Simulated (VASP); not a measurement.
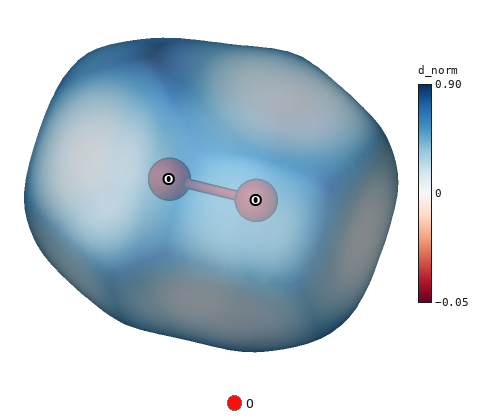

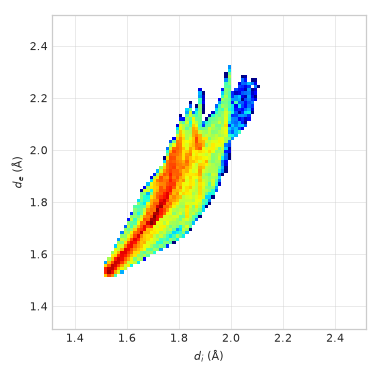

Hirshfeld surface computed for the O2 molecule in O (P4_12_12), coloured by d_norm. The second picture is its fingerprint plot, coloured by area on a logarithmic scale (blue little, red much).

The surface is where the fragment's share of the procrystal density (the sum of the densities of spherically averaged neutral Hartree-Fock atoms) equals one half. d_i and d_e are the distances from the surface to the nearest nucleus inside and outside; d_norm adds both, each measured against its van der Waals radius (Alvarez: O 1.50 Å), so red marks contacts shorter than the sum of radii, white equal and blue longer.

Origin of the cell: a cell listed in the Materials Project, as set up for an electronic-structure calculation.

```cif
data_structure
_symmetry_space_group_name_H-M 'P4_12_12'
_symmetry_Int_Tables_number 92
_cell_length_a 4.0442
_cell_length_b 4.0442
_cell_length_c 8.7833
_cell_angle_alpha 90.000
_cell_angle_beta 90.000
_cell_angle_gamma 90.000
_cell_volume 143.65
loop_
_atom_site_label
_atom_site_type_symbol
_atom_site_symmetry_multiplicity
_atom_site_Wyckoff_symbol
_atom_site_fract_x
_atom_site_fract_y
_atom_site_fract_z
_atom_site_occupancy
O1 O 8 b 0.05592 0.13597 0.21933 1
```

Which contact with the surroundings is the closest relative to the atoms' sizes?

O···O at 3.04 Å, 101 % of the sum of the van der Waals radii.

How is the surface shared among contacts (both directions of a pair summed)?

O···O 100 %.

Give the size and shape of the surface.

It encloses about 33.6 Å³, has an area of about 53 Å² and a globularity of 0.96 (1 for a sphere).

Where does the fingerprint reach closest to the origin?

The smallest d_i + d_e is about 3.0 Å, which belongs to the shortest contact, O···O at 3.04 Å; d_e runs from 1.52 to 2.32 Å.
